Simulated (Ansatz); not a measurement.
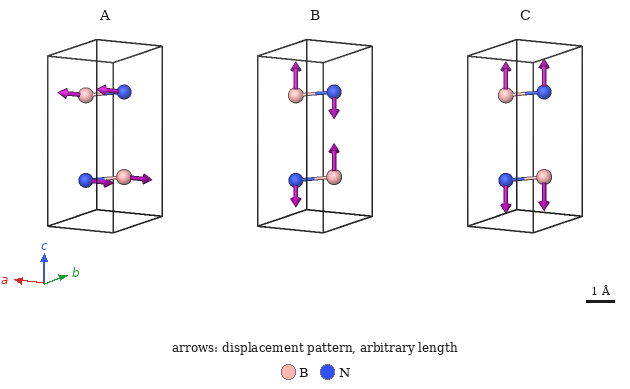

Modes of a crystal of BN, space group P6₃/mmc (No. 194), at the zone centre (one member of each degenerate set). The purple arrows give the relative displacements of the atoms. The picture is a ball-and-stick view of the cell of the calculation, seen from a free direction.

Computed with DFT LDA, scalar-relativistic, plane waves, PAW (Ansatz 0.2.0).

Frequencies are those without the non-analytic (LO–TO) term.

**Give the symmetry species and the selection rules of each.**

A is E₂g, Raman-active by symmetry (44 cm⁻¹). B is A₂u, infrared-active by symmetry (762 cm⁻¹). C is B₁g, silent by symmetry (neither infrared- nor Raman-active) (91 cm⁻¹). The crystal has a centre of inversion, so no mode is both.

Limits of the set-up: layers or molecules are held without a dispersion correction, so their spacing is unreliable.
